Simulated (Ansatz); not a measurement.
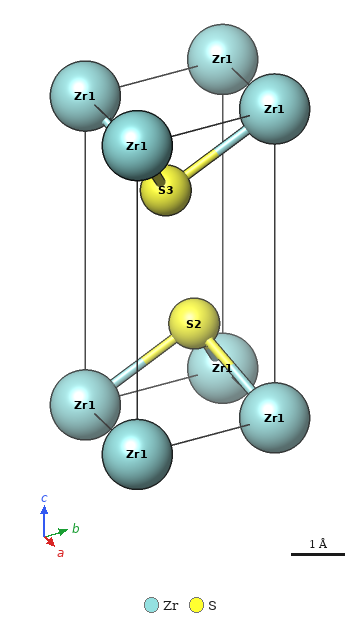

The structure of run 1 (ball-and-stick view of the cell of the calculation, seen slightly off an axis; atoms are numbered from 1 in the order of the input). Near neighbours in the crystal (not all of them lie inside the picture): Zr has 6 S at 2.57 Å; S has 3 Zr at 2.57 Å.

## What a change does: geometry relaxation on ZrS2

System: ZrS2 (P-3m1, 3 atoms in the cell).
Method of run 1: Kohn-Sham DFT of a periodic cell, rPW86-PBE, Ansatz PAW, no spin polarisation (Ansatz 0.2.0).

The structure derives from a Materials Project entry. Text and figures count atoms from 1; the logs count them from 0 in places.

Input, run 1:
```yaml
crystal:
  lattice:
    - [3.6913825498, 0.0, 0.0]
    - [-1.8456912749, 3.1968310632, 0.0]
    - [0.0, 0.0, 6.04107701]
  atoms:
    - { symbol: Zr, position: [0.0, 0.0, 0.0] }
    - { symbol: S, position: [0.3333333333, 0.6666666667, 0.23790997] }
    - { symbol: S, position: [0.6666666667, 0.3333333333, 0.76209003] }
hamiltonian:
  xc: { exchange: rpw86, correlation: pbe }
  pseudopotentials: { kind: paw }
kpoints:
  mp_grid: { grid: [8, 8, 5] }
scf:
  occupations: { method: fermi_dirac, width: 0.05 }
output:
  forces: true
  stress: true
relax:
  f_tol: 0.01
  max_steps: 40
  cell: { stress_tol: 0.05 }
```

Command:
```bash
ansatz run input.yaml --threads 2 --pin off --max-ram 5120MiB --backend cpu --events-out ev --progress --plain --runs-dir out
```

Hardware: 2 threads of Arm Neoverse V1, 24 GiB of memory available, shared host.

Output, shortened to warnings, some set-up lines, iterations and results (run 1):
```
Basis set: ecut = 420 eV, 1389 PW (Γ), exchange–correlation on 50×50×90 points (8 copies of the dense FFT grid, shifted against one another)
Symmetry: 12 space group operations
k-points: 40 of 320
Initial density: superposition of atomic densities (neutral atoms: chi_scale 0, normalization atom), corrected by the library's trained network
[...]
SCF iter   1: F=—  HF=-6060.512773 eV  |F-HF|=—  |Δ(HF+E_count)|=         —  Δρ=7.20e-3  dr2=7.63e-2  ethr=1.77e-3  ⟨swp⟩=5.6  Hψ=3518  notcnv=0
SCF iter   2: F=—  HF=-6060.496802 eV  |F-HF|=—  |Δ(HF+E_count)|=   1.60e-2  Δρ=1.86e-3  dr2=2.51e-3  ethr=3.18e-4  ⟨swp⟩=2.1  Hψ=1134  notcnv=0
SCF iter   3: F=—  HF=-6060.496271 eV  |F-HF|=—  |Δ(HF+E_count)|=   5.32e-4  Δρ=9.66e-4  dr2=7.71e-4  ethr=1.05e-5  ⟨swp⟩=2.2  Hψ=1009  notcnv=0
SCF iter   4: F=—  HF=-6060.496163 eV  |F-HF|=—  |Δ(HF+E_count)|=   1.08e-4  Δρ=1.63e-4  dr2=3.20e-5  ethr=3.21e-6  ⟨swp⟩=2.8  Hψ=1268  notcnv=0
SCF iter   5: F=—  HF=-6060.496113 eV  |F-HF|=—  |Δ(HF+E_count)|=   4.95e-5  Δρ=4.84e-5  dr2=1.58e-6  ethr=1.33e-7  ⟨swp⟩=2.0  Hψ=913  notcnv=0
[... 64 lines ...]
SCF iter   4: F=—  HF=-6060.532135 eV  |F-HF|=—  |Δ(HF+E_count)|=  7.79e-10  Δρ=1.97e-6  dr2=1.09e-9  ethr=1.20e-10  ⟨swp⟩=2.3  Hψ=914  notcnv=0
SCF iter   5: F=—  HF=-6060.532135 eV  |F-HF|=—  |Δ(HF+E_count)|=  9.18e-10  Δρ=3.84e-7  dr2=5.86e-11  ethr=4.53e-12  ⟨swp⟩=2.5  Hψ=1115  notcnv=0
SCF iter   6: F=-6060.532135 eV  HF=-6060.532135 eV  |F-HF|=1.82e-12  |Δ(HF+E_count)|=  5.46e-11  Δρ=6.36e-8  dr2=1.95e-12  ethr=1.00e-12  ⟨swp⟩=6.0  Hψ=2800  notcnv=0
SCF 9 converged in 6 iterations: F = -6060.532135 eV  dr2 = 1.95e-12
relax step   9: F+E_penalty+E_count = -6060.53213522 eV  Δ(F+E_penalty+E_count) = -1.646e-3 eV  max|allowed force component| = 5.592e-5 eV/Å  Δτ_max = 0.0000 Å  P = +0.011 …
basis re-selected at this cell: Δ(F+E_penalty+E_count) = -1.646e-3 eV, ΔP = +0.009 GPa vs the last step (what re-selecting the basis moved, of the pressure what is left beyond the Pulay correction that the steps carried, after the strain that the cell walked since its last selection, with what the …
SCF converged after 6 iterations
Free energy (F): -6060.532135 eV
Harris-Foulkes:  -6060.532135 eV  (|F-HF|=1.82e-12)
Internal energy: -6060.532135 eV  (E = F + TS)
E sigma→0 (E₀):  -6060.532135 eV
Entropy (-TS):   -0.000000 eV (-0.000 meV/atom)
Fermi energy:    5.826473 eV
--- Per-component energies (eV) ---
  E_band       = -205.511739
  E_kinetic    = 544.860645
  E_local      = -1563.808700  (includes V_loc(G=0)·N_el)
  E_nonlocal   = 133.228832
  E_hartree    = 567.374544
  E_xc         = -359.876074
  E_vxc        = -366.077871  (∫ρ·V_xc dr)
  E_paw        = -4218.020546  (= ΣΔE_a)
  E_vpaw       = -88.463788  (= ΣTr[D̂ρ^β])
  E_aug_tail   = 0.000030  (compensation charges beyond the density's cutoff)
  E_ewald      = -1164.406147
  E_core_change = 0.115281  (= ΣΔE_core)
  E_smearing   = -0.000000  (= −TS)
  E_closure    = 0.000000  (closes the sum)
  Σ components = -6060.532135   (vs F -6060.532135, Δ=0.00e0)
--- Forces (eV/Å), atoms counted from 1 ---
  atom   1  Zr     0.00000000     0.00000000     0.00000000
  atom   2  S      0.00000000    -0.00000000     0.00005592
  atom   3  S      0.00000000     0.00000000    -0.00005592
  max |Σ_I F_I| component: 1.85e-17 eV/Å
--- Stress (GPa, compression-positive) ---
        0.006799       0.000000       0.000000
        0.000000       0.006799      -0.000000
        0.000000       0.000000       0.020504
  P = ⅓ Tr σ = 0.0114 GPa (0.114 kbar)
--- Relaxed structure (8 steps of the walk, 8 accepted, 1 SCFs on fresh bases) ---
  F+E_penalty+E_count = -6060.53213522 eV   max|allowed force component| = 5.592e-5 eV/Å   (the final SCF, on the basis selected at the relaxed cell)
  cell:  # Å, volume = 78.3577 Å³
    - [3.743352659230711, 0.0, 9.144372254847261e-34]
    - [-1.8716763296153556, 3.2418384982178288, 1.0130525535277485e-31]
[...]
```

For run 2 the input was changed thus:
```diff
-  xc: { exchange: rpw86, correlation: pbe }
+  xc: pbe
+  dispersion: d3bj
```

How does run 2 compare with run 1?

The total energies belong to different models, so their difference says nothing on which is more stable or more accurate. The volume per atom goes from 26.12 to 21.82 Å³. The functional changes from one typed by its parts (see the input) to PBE. The SCF takes 39 iterations over all geometry steps against 56.

Output, shortened to warnings, some set-up lines, iterations and results (run 2):
```
Basis set: ecut = 420 eV, 1389 PW (Γ), exchange–correlation on 50×50×90 points (8 copies of the dense FFT grid, shifted against one another)
Symmetry: 12 space group operations
k-points: 40 of 320
Initial density: superposition of atomic densities (neutral atoms: chi_scale 0, normalization atom), corrected by the library's trained network
[...]
SCF iter   1: F=—  HF=-5993.627827 eV  |F-HF|=—  |Δ(HF+E_count)|=         —  Δρ=1.25e-3  dr2=1.73e-3  ethr=1.77e-3  ⟨swp⟩=5.7  Hψ=3540  notcnv=0
SCF iter   2: F=—  HF=-5993.627134 eV  |F-HF|=—  |Δ(HF+E_count)|=   6.93e-4  Δρ=6.54e-4  dr2=3.44e-4  ethr=7.19e-6  ⟨swp⟩=2.0  Hψ=1273  notcnv=0
SCF iter   3: F=—  HF=-5993.627343 eV  |F-HF|=—  |Δ(HF+E_count)|=   2.09e-4  Δρ=1.72e-4  dr2=2.26e-5  ethr=1.43e-6  ⟨swp⟩=2.0  Hψ=884  notcnv=0
SCF iter   4: F=—  HF=-5993.627358 eV  |F-HF|=—  |Δ(HF+E_count)|=   1.48e-5  Δρ=5.62e-5  dr2=3.34e-6  ethr=9.40e-8  ⟨swp⟩=2.0  Hψ=862  notcnv=0
SCF iter   5: F=—  HF=-5993.627361 eV  |F-HF|=—  |Δ(HF+E_count)|=   2.94e-6  Δρ=1.31e-5  dr2=2.43e-7  ethr=1.39e-8  ⟨swp⟩=2.0  Hψ=909  notcnv=0
[... 43 lines ...]
SCF iter   4: F=—  HF=-5993.667490 eV  |F-HF|=—  |Δ(HF+E_count)|=  6.75e-10  Δρ=5.15e-7  dr2=2.80e-10  ethr=5.22e-12  ⟨swp⟩=2.0  Hψ=880  notcnv=0
SCF iter   5: F=—  HF=-5993.667490 eV  |F-HF|=—  |Δ(HF+E_count)|=  9.28e-11  Δρ=1.96e-7  dr2=6.46e-11  ethr=1.17e-12  ⟨swp⟩=2.0  Hψ=909  notcnv=0
SCF iter   6: F=-5993.667490 eV  HF=-5993.667490 eV  |F-HF|=2.73e-12  |Δ(HF+E_count)|=  4.09e-11  Δρ=6.13e-8  dr2=6.57e-12  ethr=1.00e-12  ⟨swp⟩=5.8  Hψ=2622  notcnv=0
SCF 7 converged in 6 iterations: F = -5993.667490 eV  dr2 = 6.57e-12
relax step   7: F+E_penalty+E_count = -5993.66748957 eV  Δ(F+E_penalty+E_count) = +4.485e-4 eV  max|allowed force component| = 2.293e-4 eV/Å  Δτ_max = 0.0000 Å  P = -0.003 …
basis re-selected at this cell: Δ(F+E_penalty+E_count) = +4.485e-4 eV, ΔP = -0.004 GPa vs the last step (what re-selecting the basis moved, of the pressure what is left beyond the Pulay correction that the steps carried, after the strain that the cell walked since its last selection, with what the …
SCF converged after 6 iterations
Free energy (F): -5993.667490 eV
Harris-Foulkes:  -5993.667490 eV  (|F-HF|=2.73e-12)
Internal energy: -5993.667468 eV  (E = F + TS)
E sigma→0 (E₀):  -5993.667479 eV
Entropy (-TS):   -0.000022 eV (-0.007 meV/atom)
Fermi energy:    8.110104 eV
--- Per-component energies (eV) ---
  E_band       = -152.448050
  E_kinetic    = 547.688212
  E_local      = -1224.194185  (includes V_loc(G=0)·N_el)
  E_nonlocal   = 134.704257
  E_hartree    = 423.069633
  E_xc         = -357.272567
  E_vxc        = -367.528191  (∫ρ·V_xc dr)
  E_paw        = -4153.882406  (= ΣΔE_a)
  E_vpaw       = -89.257497  (= ΣTr[D̂ρ^β])
  E_aug_tail   = 0.000027  (compensation charges beyond the density's cutoff)
  E_ewald      = -1362.690559
  E_disp       = -1.089879  (pairwise vdW)
  E_smearing   = -0.000022  (= −TS)
  E_closure    = 0.000000  (closes the sum)
  Σ components = -5993.667490   (vs F -5993.667490, Δ=0.00e0)
--- Forces (eV/Å), atoms counted from 1 ---
  atom   1  Zr     0.00000000     0.00000000     0.00000000
  atom   2  S      0.00000000     0.00000000     0.00022935
  atom   3  S      0.00000000    -0.00000000    -0.00022935
  max |Σ_I F_I| component: 2.71e-20 eV/Å
--- Stress (GPa, compression-positive) ---
       -0.002064       0.000000       0.000000
       -0.000000      -0.002064      -0.000000
        0.000000      -0.000000      -0.006138
  P = ⅓ Tr σ = -0.0034 GPa (-0.034 kbar)
--- Relaxed structure (6 steps of the walk, 6 accepted, 1 SCFs on fresh bases) ---
  F+E_penalty+E_count = -5993.66748957 eV   max|allowed force component| = 2.293e-4 eV/Å   (the final SCF, on the basis selected at the relaxed cell)
  cell:  # Å, volume = 65.4748 Å³
    - [3.635640240348581, 0.0, 0.0]
    - [-1.8178201201742905, 3.1485568071628336, -2.355979455621897e-32]
[...]
```

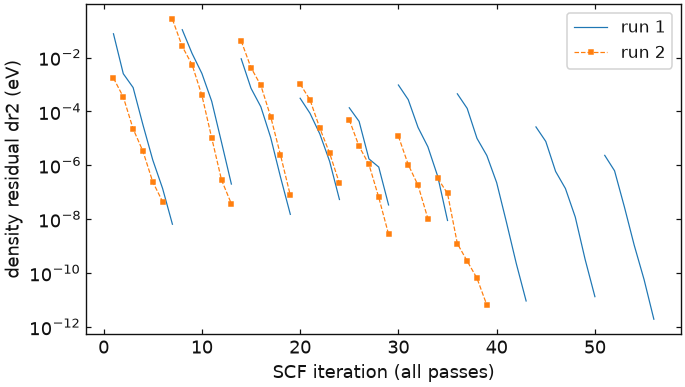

Convergence of the two runs: density residual dr2 against the SCF iteration. A break in a curve parts two SCF passes. Run 1 takes 56 iterations in all, and run 2 takes 39.

The two runs side by side:

```tsv
quantity	run 1	run 2
outcome	converged	converged
free energy per atom (eV)	−2020.1774	−1997.8892
pressure (GPa)	0.01	0.00
volume per atom (Å³)	26.12	21.82
largest force (eV/Å)	0.000	0.000
SCF iterations	56	39
irreducible k-points	40	40
wall time (shared host)	12 s	8.9 s
```

For run 1: Points of doubt noted for this run: forces on files of another functional.
